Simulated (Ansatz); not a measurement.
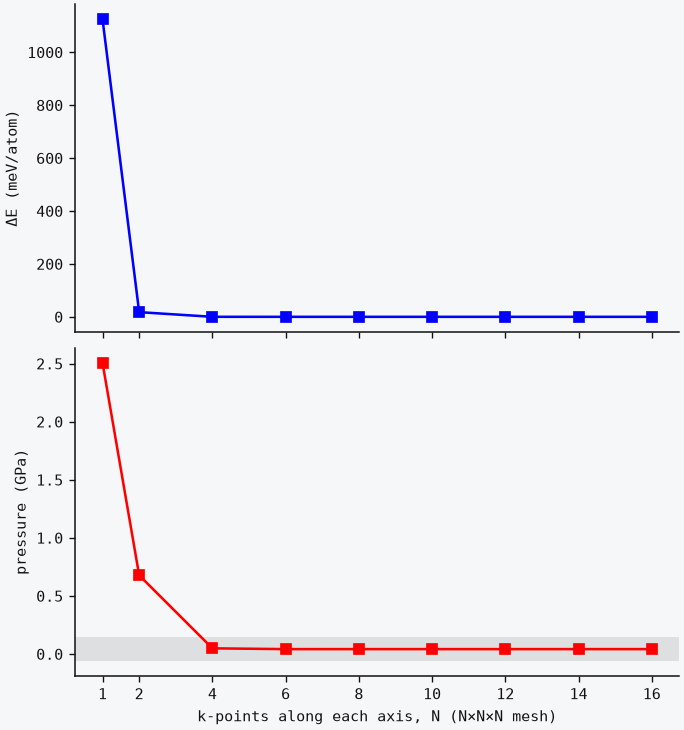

Scan of the k-point mesh.
- system: Al$_{2}$Ru (Fddd, 6 atoms in the cell)
- method: DFT r2SCAN, scalar-relativistic, plane waves, PAW in Ansatz 0.2.0; cutoff 500 eV, Gaussian smearing of 0.01 eV
ΔE is the free energy less its value at the densest setting, 16×16×16.
Dashed lines or grey bands mark the tolerance: 1 meV/atom and 0.1 GPa.

What is enough for the free energy to 1 meV/atom?

Answer. The free energy is within 1 meV/atom of the densest setting's value from 4×4×4 on. It is off by +1100 meV/atom at 1×1×1 and +18 meV/atom at 2×2×2. The system has a gap, so the error falls steeply with the mesh.

How does the pressure behave (tolerance 0.1 GPa)?

Answer. The pressure is within 0.1 GPa of the densest setting's value from 4×4×4 on. It is 2.5 GPa at 1×1×1, 0.7 GPa at 2×2×2 and 0.0 GPa at 16×16×16.
